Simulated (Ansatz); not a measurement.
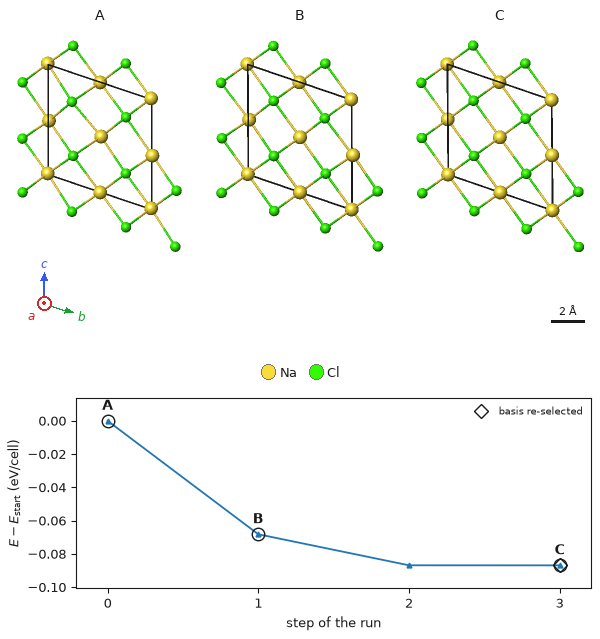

Frames of a relaxation of solid NaCl (built on the database structure type), marked on the history of the run. A ball-and-stick model of the cell of the calculation, reduced to other axes, seen along the a axis. Lengths and directions refer to the drawn axes.

Case: shaken.

All numbers below come from DFT, PBEsol, plane waves, PAW in Ansatz 0.2.0.

Input file:
```yaml
crystal:
  lattice:
    - [-0.0389843736, 5.5432642612, 5.6193971751]
    - [2.7832506813, -0.0032520744, 2.7934584751]
    - [5.5660284046, 5.5103110785, -0.0060311908]
  atoms:
    - { symbol: Na, position: [0.0092958821, -0.021354627, 0.0049330088] }
    - { symbol: Cl, position: [0.2483904083, 0.5081380536, 0.2495654669] }
    - { symbol: Na, position: [-0.0025866598, 0.0230946504, 0.4978053688] }
    - { symbol: Cl, position: [0.2469279975, 0.4760327329, 0.7586973082] }
    - { symbol: Na, position: [0.4930815028, 0.0136620837, -0.0080160132] }
    - { symbol: Cl, position: [0.7605492628, 0.4801255213, 0.2477617806] }
    - { symbol: Na, position: [0.5085776056, -0.007949211, 0.4880595259] }
    - { symbol: Cl, position: [0.735108069, 0.4704569504, 0.7707904752] }
kpoints:
  mp_grid: { grid: [6, 6, 6] }
hamiltonian:
  xc: pbesol
scf:
  occupations: { method: fermi_dirac, width: 0.05 }
relax:
  f_tol: 0.01
  cell: {}
  max_steps: 120
output:
  write_density: true
  write_potential: true
  elf: true
  volumetric_format: npy
```

Run as
```bash
ansatz run input.yaml --threads 2 --pin off --max-ram 2211MiB --backend cpu --events-out ev --progress --plain --runs-dir out
```

### Describe the path.

Cl8 moves most relative to the cell: 0.15 Å roughly along [−3 3 2]. Largest moves by element: Cl 0.15 Å, Na 0.10 Å. The volume changes by +1.5 %, with a 3.943 → 3.960 Å (+0.4 %), b 6.781 → 6.857 Å (+1.1 %), c 6.835 → 6.861 Å (+0.4 %), α 108.6° → 109.4°, γ 90.2° → 90.0°. Some distances before and after: Na3–Cl8 3.020 → 2.801 Å, Na5–Cl8 2.640 → 2.796 Å, Cl4–Na5 2.653 → 2.798 Å, Na1–Cl2 2.675 → 2.797 Å. Among the angles between lasting bonds that change: Na3–Cl8–Na5 171.3° → 179.8°, Na1–Cl8–Na7 171.9° → 180.0°, Cl2–Na7–Cl8 173.7° → 179.9°. The space group (tolerance 0.01 Å) goes from P1 (No. 1) to Fm-3m (No. 225). Over 2 accepted moves (3 points after the start) the energy falls by 86.9 meV per cell of the calculation. The largest force component goes from 0.36 to 0.0059 eV/Å. The pressure goes from 0.66 to 0.02 GPa. The SCF was repeated once at an unchanged geometry on a basis and grid sized afresh for the cell, which shifted the energy by less than 0.05 meV per cell of the calculation at most. From step 0 to 1: Cl8 moves most (0.13 Å), volume +0.6 %, energy −68.2 meV per cell of the calculation. From step 1 to 3: Na5 moves most (0.08 Å), volume +0.9 %, energy −18.7 meV per cell of the calculation.

```tsv
step	E − E(0), meV/atom	largest force component, eV/Å	pressure, GPa	volume, Å³/atom	note
0	0.00	0.3644	0.66	21.646	
1	-8.52	0.1498	0.31	21.766	
2	-10.85	0.0060	0.02	21.963	
3	-10.86	0.0059	0.02	21.963	same geometry, new basis
```
